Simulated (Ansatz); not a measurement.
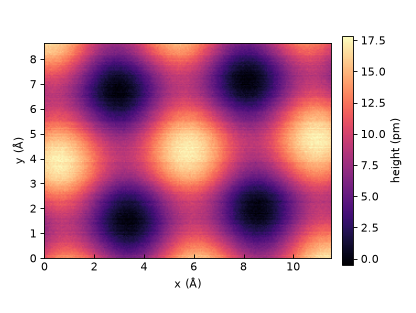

Simulated STM image (constant-current image at a set point of 9.6 × 10⁻⁵ e/Å³, sample bias +0.25 V). Noise was added.

Model: Tersoff–Hamann, s-wave tip, no tip–sample forces. Bias windows are sharp sums over the levels of the k mesh.

**Give the periodicity of the image.**

The pattern repeats on a square lattice with shortest vectors of 5.2 Å at 90°, a cell of 27.4 Å², with 1 maximum above 60 % of the range in each cell.

The surface:

K(100) (Im-3m bulk, 5 atomic planes (those closer than 0.6 Å count as one), 10 Å). The brightest spots lie over the top K atoms; the darkest points are over the sites above the K atoms 2.6 Å below the top plane.

All numbers here come from Ansatz, DFT PBE, scalar-relativistic, plane waves, PAW. Cutoff 420 eV, 16 × 16 k-points, Gaussian smearing 0.1 eV, dipole correction. The slab is a cut without reconstruction beyond its cell, at the source's lattice constants, with its lower half held fixed and the rest relaxed. No spin polarisation. The run warns that the functional's potential is rough in the thin density of the vacuum, where the tip is; weak contrasts and barriers may feel it.
